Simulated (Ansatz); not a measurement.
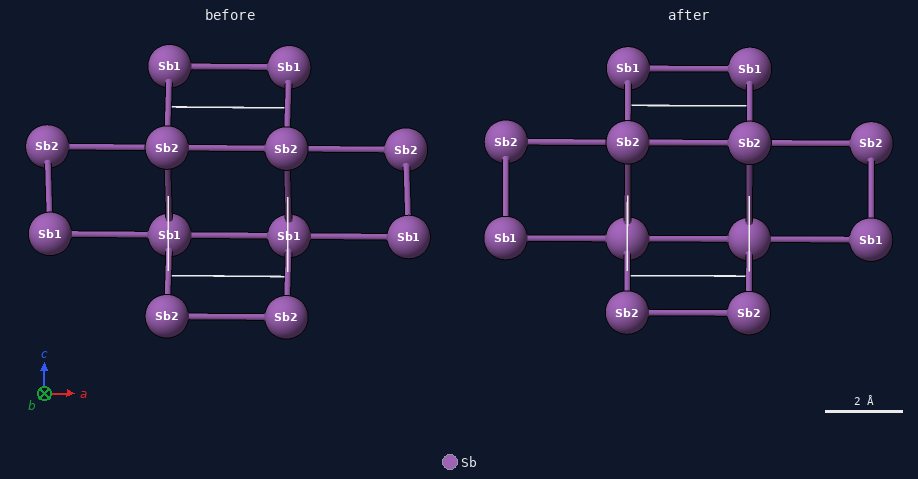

The structure of crystalline Sb (set up in P2_1/m) before (left) and after (right) a relaxation, at one scale.

A ball-and-stick model of the cell of the calculation, seen along the b axis.

The run lets cell and atoms move.

All numbers below come from Kohn-Sham DFT of a periodic cell, HSE06, Ansatz PAW (Ansatz 0.2.0).

The input:
```yaml
crystal:
  lattice:
    - [3.122402, 0.0, 0.0]
    - [0.0, 4.347518, 0.0]
    - [-0.038915, 0.0, 4.405852]
  atoms:
    - { symbol: Sb, position: [0.011389, 0.25, 0.241166] }
    - { symbol: Sb, position: [0.988611, 0.75, 0.758834] }
hamiltonian:
  xc: hse06
  pseudopotentials: { kind: paw }
kpoints:
  mp_grid: { grid: [5, 3, 3] }
scf:
  occupations: { method: fermi_dirac, width: 0.05 }
output:
  forces: true
  stress: true
  eigenvalues: true
relax:
  f_tol: 0.01
  max_steps: 40
  cell: { stress_tol: 0.05 }
```

Q: What changed between the two?

A: The largest moves relative to the cell, 0.11 Å, are those of Sb1 and Sb2. Sb1 goes along [−1 0 −2]. The drawn cell changes as follows: a 3.122 → 3.182 Å (+1.9 %), b 4.348 → 4.309 Å (−0.9 %), c 4.406 → 4.446 Å (+0.9 %), β 90.5° → 90.0°; the volume changes by +1.9 %. Among the contacts that change: Sb1–Sb2 3.152 → 3.311 Å, Sb1–Sb2 (another image) 3.040 → 2.893 Å, Sb1–Sb1 3.122 → 3.182 Å. Among the angles between lasting bonds that change: Sb2–Sb1–Sb2 87.2° → 81.2°, Sb2–Sb1–Sb2 91.3° → 96.3°, Sb2–Sb1–Sb2 176.7° → 172.5°. The space group (tolerance 0.01 Å) goes from P2_1/m (No. 11) to Pmma (No. 51). After 10 accepted moves (11 points after the start) the energy has fallen by 29.3 meV per atom. Largest force component: 0.19 eV/Å at the start, 0.00066 eV/Å at the end. The pressure goes from −0.58 to 0.00 GPa. At 1 point the geometry stayed and the basis and grid were re-selected for the new cell (energy shift of 0.1 meV per atom at most each time).

Limits of the set-up: the k-point mesh is coarse for a cell with partly filled bands.
